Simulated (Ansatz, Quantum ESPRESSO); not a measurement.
# Thickness dependence of 1T-SnS2, part 2 of 8

Aim: screening, gap and ionisation potential of 1T-SnS2 against the number of layers.

Quantum ESPRESSO 7.5; plane-wave DFT, PBEsol, GBRV ultrasoft pseudopotentials; geometry by Ansatz 0.2.0 with PAW datasets.

So far: The starting structure; Relaxation with Ansatz, 1 layer.

## Step 3: SCF with pw.x, 1 layer: no field

The zero-field run is the reference. tefield and dipfield are on already, so that all runs share k-points and boundary.

Level of this step: plane-wave DFT, PBEsol, GBRV ultrasoft pseudopotentials (Quantum ESPRESSO 7.5).

The input, n1.f0.in:

```
&control
  prefix = 'n1.f0'
  outdir = './out'
  pseudo_dir = './pseudo'
  calculation = 'scf'
  tprnfor = .true.
  tefield = .true.
  dipfield = .true.
/
&system
  ibrav = 0
  nat = 3
  ntyp = 2
  ecutwfc = 40
  ecutrho = 200
  occupations = 'smearing'
  smearing = 'fd'
  degauss = 0.004
  edir = 3
  emaxpos = 0.97
  eopreg = 0.04
  eamp = 0.0
  nbnd = 17
/
&electrons
  conv_thr = 1e-09
  mixing_beta = 0.4
  electron_maxstep = 120
  mixing_mode = 'plain'
/
ATOMIC_SPECIES
  S   32.0600  s_pbesol_v1.4.uspp.F.UPF
  Sn  118.7100  sn_pbesol_v1.4.uspp.F.UPF
CELL_PARAMETERS angstrom
  3.70263904908771 0.00000000000000 -0.00000000000000
  -1.85131952454385 3.20657947755421 -0.00000000000000
  -0.00000000000000 -0.00000000000000 18.81516684270000
ATOMIC_POSITIONS crystal
  S   0.666666666667 0.333333333333 0.421447600542
  Sn  0.000000000000 0.000000000000 0.500000012581
  S   0.333333333333 0.666666666667 0.578552386877
K_POINTS automatic
  12 12 1 0 0 0
```

On the command line:

```
$ OMP_NUM_THREADS=1 mpirun -n 4 pw.x -nk 4 -in n1.f0.in > n1.f0.out
```

What it wrote:

```text
Program PWSCF v.7.5 starts
[citation notice left out]

     Parallel version (MPI & OpenMP), running on       4 processor cores
     Number of MPI processes:                 4
     Threads/MPI process:                     1

     MPI processes distributed on     1 nodes
[...]
Current dimensions of program PWSCF are:
     Max number of different atomic species (ntypx) = 10
     Max number of k-points (npk) =  40000
     Max angular momentum in pseudopotentials (lmaxx) =  4
     Presently no symmetry can be used with electric field

     K-points division:     npool     =       4
     Subspace diagonalization in iterative solution of the eigenvalue problem:
     a serial algorithm will be used

     G-vector sticks info
     --------------------
     sticks:   dense  smooth     PW     G-vecs:    dense   smooth      PW
     Sum         673     547    169                72125    51545    9429

     Using Slab Decomposition

     bravais-lattice index     =            0
     lattice parameter (alat)  =       6.9970  a.u.
     unit-cell volume          =    1507.5026 (a.u.)^3
     number of atoms/cell      =            3
     number of atomic types    =            2
     number of electrons       =        26.00
     number of Kohn-Sham states=           17
     kinetic-energy cutoff     =      40.0000  Ry
     charge density cutoff     =     200.0000  Ry
     scf convergence threshold =      1.0E-09
     mixing beta               =       0.4000
     number of iterations used =            8  plain     mixing
     Exchange-correlation= SLA  PW   PSX  PSC
                           (   1   4  10   8   0   0   0)

     celldm(1)=   6.996974  celldm(2)=   0.000000  celldm(3)=   0.000000
     celldm(4)=   0.000000  celldm(5)=   0.000000  celldm(6)=   0.000000

     crystal axes: (cart. coord. in units of alat)
               a(1) = (   1.000000   0.000000  -0.000000 )
               a(2) = (  -0.500000   0.866025  -0.000000 )
               a(3) = (  -0.000000  -0.000000   5.081556 )

     reciprocal axes: (cart. coord. in units 2 pi/alat)
               b(1) = (  1.000000  0.577350  0.000000 )
               b(2) = (  0.000000  1.154701  0.000000 )
               b(3) = (  0.000000  0.000000  0.196790 )

     PseudoPot. # 1 for S  read from file:
     ./pseudo/s_pbesol_v1.4.uspp.F.UPF
     Pseudo is Ultrasoft + core correction, Zval =  6.0
     Generated by new atomic code, or converted to UPF format
     Using radial grid of  907 points,  6 beta functions with:
                l(1) =   0
                l(2) =   0
                l(3) =   1
                l(4) =   1
                l(5) =   2
                l(6) =   2
     Q(r) pseudized with  8 coefficients,  rinner =    1.300   1.300   1.300
                                                       1.300   1.300

     PseudoPot. # 2 for Sn read from file:
     ./pseudo/sn_pbesol_v1.4.uspp.F.UPF
     Pseudo is Ultrasoft + core correction, Zval = 14.0
     Generated by new atomic code, or converted to UPF format
     Using radial grid of  891 points,  6 beta functions with:
                l(1) =   0
                l(2) =   0
                l(3) =   1
                l(4) =   1
                l(5) =   2
                l(6) =   2
     Q(r) pseudized with  8 coefficients,  rinner =    1.350   1.350   1.350
                                                       1.350   1.350

     atomic species   valence    mass     pseudopotential
     S                 6.00    32.06000     S ( 1.00)
     Sn               14.00   118.71000     Sn( 1.00)

     No symmetry found

   Cartesian axes

     site n.     atom                  positions (alat units)
         1        S      tau(   1) = (   0.5000000   0.2886751   2.1416095  )
         2        Sn     tau(   2) = (   0.0000000   0.0000000   2.5407780  )
         3        S      tau(   3) = (  -0.0000000   0.5773503   2.9399462  )

     number of k points=    74  Fermi-Dirac smearing, width (Ry)=  0.0040
                       cart. coord. in units 2pi/alat
        k(    1) = (   0.0000000   0.0000000   0.0000000), wk =   0.0138889
        k(    2) = (   0.0000000   0.0962250   0.0000000), wk =   0.0277778
        k(    3) = (   0.0000000   0.1924501   0.0000000), wk =   0.0277778
        k(    4) = (   0.0000000   0.2886751   0.0000000), wk =   0.0277778
        k(    5) = (   0.0000000   0.3849002   0.0000000), wk =   0.0277778
        k(    6) = (   0.0000000   0.4811252   0.0000000), wk =   0.0277778
        k(    7) = (   0.0000000  -0.5773503   0.0000000), wk =   0.0138889
        k(    8) = (   0.0833333   0.0481125   0.0000000), wk =   0.0277778
        k(    9) = (   0.0833333   0.1443376   0.0000000), wk =   0.0277778
        k(   10) = (   0.0833333   0.2405626   0.0000000), wk =   0.0277778
[...]
k(   74) = (  -0.5000000  -0.8660254   0.0000000), wk =   0.0138889

     Dense  grid:    72125 G-vectors     FFT dimensions: (  32,  32, 162)

     Smooth grid:    51545 G-vectors     FFT dimensions: (  30,  30, 144)

     Estimated max dynamical RAM per process >     137.25 MB

     Estimated total dynamical RAM >     496.16 MB

     Initial potential from superposition of free atoms

     starting charge      24.9999, renormalised to      26.0000

     negative rho (up, down):  1.830E-04 0.000E+00

     Adding external electric field

     Computed dipole along edir(3) :
        Dipole               -0.0000 Ry au,         -0.0000 Debye
        Dipole field         -0.0000 Ry au,

        Potential amp.        0.0000 Ry
        Total length         34.1333 bohr

     Starting wfcs are   17 randomized atomic wfcs

     total cpu time spent up to now is        1.8 secs

     per-process dynamical memory:    75.4 Mb

     Self-consistent Calculation

     iteration #  1     ecut=    40.00 Ry     beta= 0.40
     Davidson diagonalization with overlap
     ethr =  1.00E-02,  avg # of iterations =  3.1

     negative rho (up, down):  5.688E-06 0.000E+00

     Adding external electric field

     Computed dipole along edir(3) :
        Dipole                0.0006 Ry au,          0.0015 Debye
        Dipole field          0.0000 Ry au,

        Potential amp.       -0.0003 Ry
        Total length         34.1333 bohr

     total cpu time spent up to now is        5.5 secs

     total energy              =    -206.91312770 Ry
     estimated scf accuracy    <       0.52300300 Ry

     iteration #  2     ecut=    40.00 Ry     beta= 0.40
[...]
negative rho (up, down):  4.837E-07 0.000E+00

[...]
negative rho (up, down):  2.238E-05 0.000E+00

[...]
Dipole               -0.0081 Ry au,         -0.0205 Debye
[...]
total energy              =    -207.01886129 Ry
     estimated scf accuracy    <       0.00174099 Ry

     iteration #  5     ecut=    40.00 Ry     beta= 0.40
[...]
negative rho (up, down):  2.908E-05 0.000E+00

[...]
Dipole                0.0101 Ry au,          0.0256 Debye
[...]
total energy              =    -207.01912388 Ry
     estimated scf accuracy    <       0.00061066 Ry

     iteration #  6     ecut=    40.00 Ry     beta= 0.40
[...]
negative rho (up, down):  3.425E-05 0.000E+00

[...]
Dipole               -0.0004 Ry au,         -0.0011 Debye
[...]
total energy              =    -207.01916494 Ry
     estimated scf accuracy    <       0.00033413 Ry

     iteration #  7     ecut=    40.00 Ry     beta= 0.40
[...]
negative rho (up, down):  4.077E-05 0.000E+00

[...]
Dipole               -0.0001 Ry au,         -0.0004 Debye
[...]
total energy              =    -207.01920562 Ry
     estimated scf accuracy    <       0.00001201 Ry

     iteration #  8     ecut=    40.00 Ry     beta= 0.40
[...]
negative rho (up, down):  4.248E-05 0.000E+00

[...]
Dipole                0.0001 Ry au,          0.0003 Debye
[...]
total energy              =    -207.01921629 Ry
     estimated scf accuracy    <       0.00001274 Ry

     iteration #  9     ecut=    40.00 Ry     beta= 0.40
[...]
negative rho (up, down):  4.391E-05 0.000E+00

[...]
Dipole               -0.0000 Ry au,         -0.0000 Debye
[...]
total energy              =    -207.01921645 Ry
     estimated scf accuracy    <       0.00000214 Ry

     iteration # 10     ecut=    40.00 Ry     beta= 0.40
[...]
negative rho (up, down):  4.465E-05 0.000E+00

[...]
Dipole               -0.0000 Ry au,         -0.0000 Debye
[...]
total energy              =    -207.01921741 Ry
     estimated scf accuracy    <       0.00000024 Ry

     iteration # 11     ecut=    40.00 Ry     beta= 0.40
[...]
negative rho (up, down):  4.517E-05 0.000E+00

[...]
Dipole               -0.0000 Ry au,         -0.0000 Debye
[...]
total energy              =    -207.01921747 Ry
     estimated scf accuracy    <       0.00000016 Ry

     iteration # 12     ecut=    40.00 Ry     beta= 0.40
[...]
negative rho (up, down):  4.547E-05 0.000E+00

[...]
Dipole               -0.0000 Ry au,         -0.0000 Debye
[...]
total energy              =    -207.01921746 Ry
     estimated scf accuracy    <       0.00000004 Ry

     iteration # 13     ecut=    40.00 Ry     beta= 0.40
[...]
negative rho (up, down):  4.564E-05 0.000E+00

[...]
Dipole               -0.0000 Ry au,         -0.0000 Debye
[...]
total energy              =    -207.01921747 Ry
     estimated scf accuracy    <          1.7E-09 Ry

     iteration # 14     ecut=    40.00 Ry     beta= 0.40
[...]
negative rho (up, down):  4.575E-05 0.000E+00

[...]
Dipole                0.0000 Ry au,          0.0000 Debye
[...]
total energy              =    -207.01921747 Ry
     estimated scf accuracy    <          1.2E-09 Ry

     iteration # 15     ecut=    40.00 Ry     beta= 0.40
[...]
negative rho (up, down):  4.590E-05 0.000E+00

[...]
Dipole               -0.0000 Ry au,         -0.0000 Debye
[...]
End of self-consistent calculation

          k = 0.0000 0.0000 0.0000 (  6389 PWs)   bands (ev):

   -23.5115 -23.5115 -23.4759 -23.4515 -23.4515 -16.1141 -14.3893  -7.6969
    -3.5852  -3.3205  -3.3205  -2.9480  -2.9480  -0.5962   0.8119   2.4618
     2.4618

          k = 0.0000 0.0962 0.0000 (  6389 PWs)   bands (ev):

   -23.5152 -23.5078 -23.4731 -23.4540 -23.4512 -16.0399 -14.3363  -7.7209
    -3.8993  -3.5502  -3.5489  -3.2351  -2.8717  -0.2887   1.2133   2.3367
     2.6305

          k = 0.0000 0.1925 0.0000 (  6404 PWs)   bands (ev):

   -23.5265 -23.4986 -23.4667 -23.4582 -23.4495 -15.8214 -14.1898  -7.8433
    -4.9098  -3.9682  -3.8911  -3.4683  -2.8448  -0.0464   1.6828   2.6941
     3.0346

          k = 0.0000 0.2887 0.0000 (  6428 PWs)   bands (ev):

   -23.5436 -23.4893 -23.4709 -23.4496 -23.4438 -15.4734 -13.9904  -8.1923
    -5.8052  -4.4843  -4.3931  -3.3665  -2.9021  -0.3731   1.9439   3.3033
     3.4343

          k = 0.0000 0.3849 0.0000 (  6454 PWs)   bands (ev):

   -23.5616 -23.4847 -23.4779 -23.4373 -23.4335 -15.0314 -13.8127  -8.7695
    -6.4587  -4.7804  -4.7423  -3.2912  -2.9884  -0.8613   1.9842   3.3586
     3.6499

          k = 0.0000 0.4811 0.0000 (  6450 PWs)   bands (ev):

   -23.5751 -23.4835 -23.4829 -23.4281 -23.4236 -14.5770 -13.7543  -9.3010
    -6.8992  -4.9684  -4.8117  -3.2749  -3.0578  -1.2246   1.8903   3.3299
     3.7088

[...]
the Fermi energy is    -2.0635 ev

!    total energy              =    -207.01921747 Ry
     estimated scf accuracy    <          4.2E-11 Ry
     smearing contrib. (-TS)   =      -0.00000001 Ry
     internal energy E=F+TS    =    -207.01921746 Ry

     The total energy is F=E-TS. E is the sum of the following terms:
     one-electron contribution =    -801.44435694 Ry
     hartree contribution      =     407.01317957 Ry
     xc contribution           =     -59.26954637 Ry
     ewald contribution        =     246.68150630 Ry
     electric field correction =       0.00000000 Ry

     convergence has been achieved in  15 iterations

     negative rho (up, down):  4.590E-05 0.000E+00

     Forces acting on atoms (cartesian axes, Ry/au):

     atom    1 type  1   force =     0.00000015    0.00000001    0.00974076
     atom    2 type  2   force =    -0.00000033    0.00000003    0.00000946
     atom    3 type  1   force =     0.00000017   -0.00000004   -0.00975023

     Total force =     0.013782     Total SCF correction =     0.000024

[...]
=------------------------------------------------------------------------------=
   JOB DONE.
=------------------------------------------------------------------------------=
```

Elapsed: 62 s, on 4 MPI ranks of Arm Neoverse V1, shared host; peak memory 0.62 GiB; 4.1 min of CPU time.

Numbers from this step:

| Property | Result |
| --- | --- |
| free energy | -2816.6399 eV |
| Fermi energy | -2.063 eV |
| dipole along the normal | 0 e·Å |
| valence top, on the run's zero | -2.845 eV |
| conduction bottom, on the run's zero | -1.354 eV |
| gap by band count | 1.491 eV |

The run needed 15 iterations to bring the estimated error under 1e-09 Ry; the largest force on any atom, held or free, is 0.25 eV/Å.

## Step 4: Potential by pp.x, 1 layer

plot_num = 11 writes the bare and Hartree potential. It leaves out exchange and correlation, which fade slowly, so it flattens close to the surface.

The input, n1.f0.pot.in:

```
&inputpp
  prefix = 'n1.f0'
  outdir = './out'
  filplot = 'n1.f0.pot.dat'
  plot_num = 11
/
```

On the command line:

```
$ OMP_NUM_THREADS=1 mpirun -n 4 pp.x -in n1.f0.pot.in > n1.f0.pot.out
```

What it wrote:

```text
[banner, memory and clock lines left out]
Program POST-PROC v.7.5 starts

          URL

     ./out/n1.f0.save/

     IMPORTANT: XC functional enforced from input :
     Exchange-correlation= PBESOL
                           (   1   4  10   8   0   0   0)
     Any further DFT definition will be discarded
     Please, verify this is what you really want

     negative rho (up, down):  4.590E-05 0.000E+00

     Adding external electric field

     Computed dipole along edir(3) :
        Dipole               -0.0000 Ry au,         -0.0000 Debye
        Dipole field         -0.0000 Ry au,

        Potential amp.        0.0000 Ry
        Total length         34.1333 bohr

     Calling punch_plot, plot_num =  11

     Adding external electric field

     Computed dipole along edir(3) :
        Dipole               -0.0000 Ry au,         -0.0000 Debye
        Dipole field         -0.0000 Ry au,

        Potential amp.        0.0000 Ry
        Total length         34.1333 bohr

     Writing data to file  n1.f0.pot.dat
     Message from routine chdens:
     namelist plot not found or invalid, exiting
```

It took 1 s on 4 MPI ranks; peak memory 0.09 GiB; 3.7 s of CPU time.

Read from the output:

```
slope of the potential above                                          : 1.18e-5 eV/Å
upper vacuum line continued to the top atoms, over the valence top    : 6.832 eV
slope of the potential below                                          : -1.46e-5 eV/Å
lower vacuum line continued to the bottom atoms, over the valence top : 6.832 eV
vacuum level at the upper face over the valence top of the mesh       : 6.832 eV
vacuum level at the lower face over the valence top of the mesh       : 6.832 eV
```

Electrostatic potential energy of an electron, with the sawtooth; zero at the highest filled level of the SCF mesh. The potential energy, planar mean by z:

```tsv
z (Å)	potential energy, planar mean (eV)
0	6.83
1	6.83
2	6.83
3	6.83
4	6.83
5	6.83
6	6.74
7	4.68
8	-8.26
9	-8.41
10	-6.08
11	-7.43
12	5.62
13	6.78
14	6.83
15	6.83
16	6.83
17	6.83
18	6.83
```

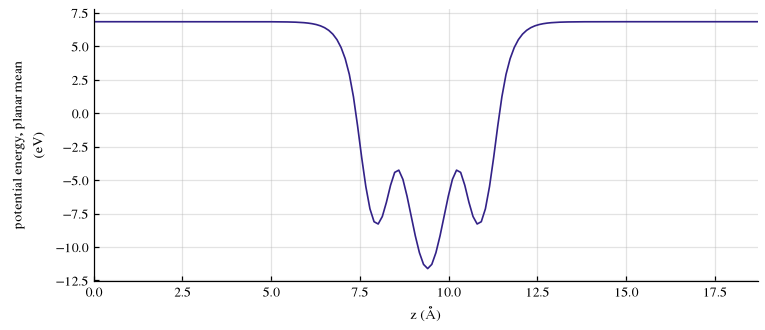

Potential energy, planar mean, plotted against z.

## Step 5: Self-consistent run, 1 layer: field 0.1 V/Å

eamp is the field in Hartree atomic units (1 a.u. = 51.42 V/Å). With dipfield on, it is the field in the vacuum beside an isolated sheet. The run starts from the density of the one before.

n1.f1.in is the input of step 3 with these lines changed:

```diff
@@ -1,3 +1,3 @@
 &control
-  prefix = 'n1.f0'
+  prefix = 'n1.f1'
   outdir = './out'
@@ -21,3 +21,3 @@
   eopreg = 0.04
-  eamp = 0.0
+  eamp = 0.00194469
   nbnd = 17
@@ -29,2 +29,3 @@
   mixing_mode = 'plain'
+  startingpot = 'file'
 /
```

On the command line:

```
$ cp -r out/n1.f0.save out/n1.f1.save
$ OMP_NUM_THREADS=1 mpirun -n 4 pw.x -nk 4 -in n1.f1.in > n1.f1.out
```

What it wrote:

```text
[banner, memory and clock lines left out]
Program PWSCF v.7.5 starts
[...]
number of electrons       =        26.00
     number of Kohn-Sham states=           17
     kinetic-energy cutoff     =      40.0000  Ry
     charge density cutoff     =     200.0000  Ry
[...]
number of k points=    74  Fermi-Dirac smearing, width (Ry)=  0.0040
[...]
Dense  grid:    72125 G-vectors     FFT dimensions: (  32,  32, 162)
[...]
The initial density is read from file :
[...]
negative rho (up, down):  4.590E-05 0.000E+00
[...]
Starting wfcs are   17 randomized atomic wfcs
[...]
negative rho (up, down):  4.581E-05 0.000E+00
[...]
estimated scf accuracy    <       0.00615444 Ry
[...]
negative rho (up, down):  4.579E-05 0.000E+00
[...]
estimated scf accuracy    <       0.03500482 Ry
[...]
negative rho (up, down):  4.577E-05 0.000E+00
[...]
estimated scf accuracy    <       0.00004918 Ry
[...]
negative rho (up, down):  4.581E-05 0.000E+00
[...]
estimated scf accuracy    <       0.00001293 Ry
[...]
negative rho (up, down):  4.585E-05 0.000E+00
[...]
estimated scf accuracy    <       0.00000055 Ry
[...]
negative rho (up, down):  4.586E-05 0.000E+00
[...]
estimated scf accuracy    <       0.00000022 Ry
[...]
negative rho (up, down):  4.587E-05 0.000E+00
[...]
estimated scf accuracy    <       0.00000004 Ry
[...]
negative rho (up, down):  4.587E-05 0.000E+00
[...]
estimated scf accuracy    <          2.0E-09 Ry
[...]
negative rho (up, down):  4.587E-05 0.000E+00
[...]
Computed dipole along edir(3) :
        Dipole                0.0590 Ry au,          0.1501 Debye
        Dipole field          0.0005 Ry au,
        E field amplitude [Ha a.u.]:  1.9447E-03
        Potential amp.        0.0992 Ry
        Total length         34.1333 bohr
[...]
the Fermi energy is    -2.0498 ev
!    total energy              =    -207.01933245 Ry
     estimated scf accuracy    <          7.1E-10 Ry
     smearing contrib. (-TS)   =      -0.00000001 Ry
     internal energy E=F+TS    =    -207.01933244 Ry
[...]
one-electron contribution =    -801.44374247 Ry
     hartree contribution      =     407.01262457 Ry
     xc contribution           =     -59.26952027 Ry
     ewald contribution        =     246.68150630 Ry
     electric field correction =      -0.00020056 Ry
     convergence has been achieved in   9 iterations
     negative rho (up, down):  4.587E-05 0.000E+00
[...]
Total force =     0.013862     Total SCF correction =     0.000132
[...]
```

Elapsed: 50 s, on 4 MPI ranks; peak memory 0.46 GiB.

This step gave:

```
free energy                          : -2816.6415 eV
Fermi energy                         : -2.050 eV
dipole along the normal              : 0.03125 e·Å
valence top, on the run's zero       : -2.831 eV
conduction bottom, on the run's zero : -1.341 eV
gap by band count                    : 1.490 eV
```

## Step 6: Potential by pp.x, 1 layer

The input, n1.f1.pot.in:

```
&inputpp
  prefix = 'n1.f1'
  outdir = './out'
  filplot = 'n1.f1.pot.dat'
  plot_num = 11
/
```

On the command line:

```
$ OMP_NUM_THREADS=1 mpirun -n 4 pp.x -in n1.f1.pot.in > n1.f1.pot.out
```

It took 1 s on 4 MPI ranks; peak memory 0.1 GiB.

Read from the output:

| Quantity | Value |
| --- | --- |
| slope of the potential above | 0.1000 eV/Å |
| upper vacuum line continued to the top atoms, over the valence top | 6.742 eV |
| slope of the potential below | 0.09998 eV/Å |
| lower vacuum line continued to the bottom atoms, over the valence top | 6.923 eV |

The slope in the vacuum is 0.100 eV/Å for an applied 0.10 V/Å, as it should be.

[end of part 2 of 8]

[Logs are printed without paths, hosts, clocks, repeated set-up lines and the standing remarks that a program may print on its own settings, such as how far it seeks lower states.]

[Hosts, paths, dates, database ids (printed as entryN), source tags and the programs' standing remarks are cut or masked in the printed files.]

[Maps of the electrostatic potential energy from Ansatz leave out the sawtooth potential of an applied field or a dipole correction, so their vacuum need not be flat; planar profiles and work functions include it.]
